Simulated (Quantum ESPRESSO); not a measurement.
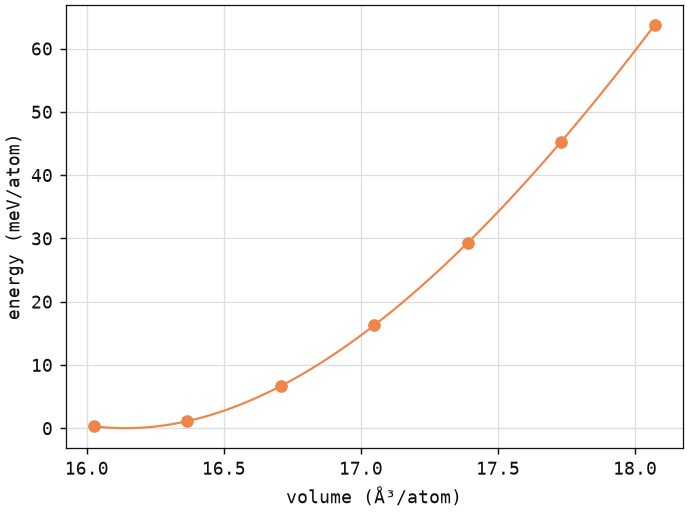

The plot gives the computed energy against volume for Ag, space group Fm-3m (No. 225).

Starting cell:
```
Ag
1.0
     0.00000    2.04275    2.04275
     2.04275    0.00000    2.04275
     2.04275    2.04275    0.00000
Ag
1
Direct
  0.00000 0.00000 0.00000
```

Method: plane-wave DFT, no spin polarisation; energies at scaled volumes of the given cell, shape and fractions fixed, counted from the fit's minimum, third-order Birch-Murnaghan fit (Quantum ESPRESSO 7.5). Level: OLYP with D4.

| setting | value |
| --- | --- |
| k mesh | 11×11×11 |
| occupations | Fermi–Dirac |
| smearing width | 0.05 eV |
| potentials | PseudoDojo 0.4.1 SR PBE standard |
| wave cutoff | 1116 eV |
| density cutoff | 4463 eV |

This calculation gives: equilibrium volume 16.14 Å³/atom and bulk modulus 117 GPa.

Now the level changes from OLYP with D4 to PW86PBE with D4. How do these quantities change?

The equilibrium volume rises from 16.14 to 17.82 Å³/atom (+10 %) and the bulk modulus falls from 117 to 93 GPa (−21 %).

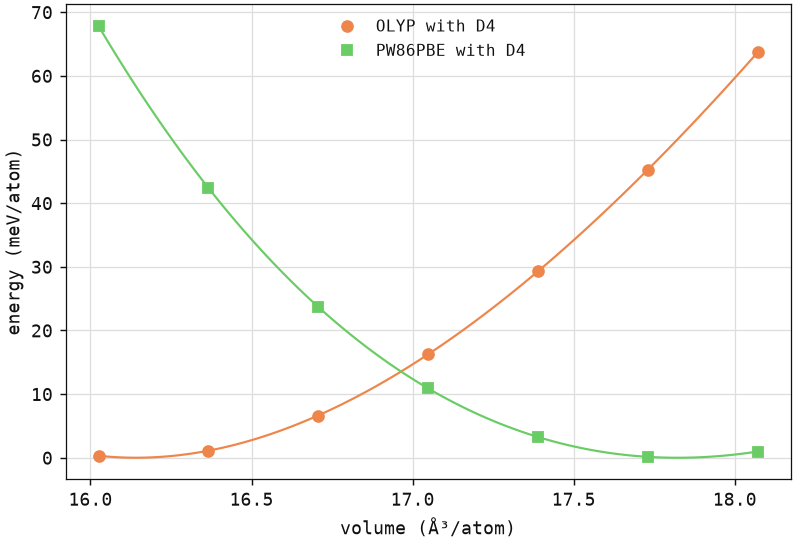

The two results together.

For both, limits of the calculation: potentials made for another functional.

V0 and the bulk modulus come from third-order Birch–Murnaghan fits.
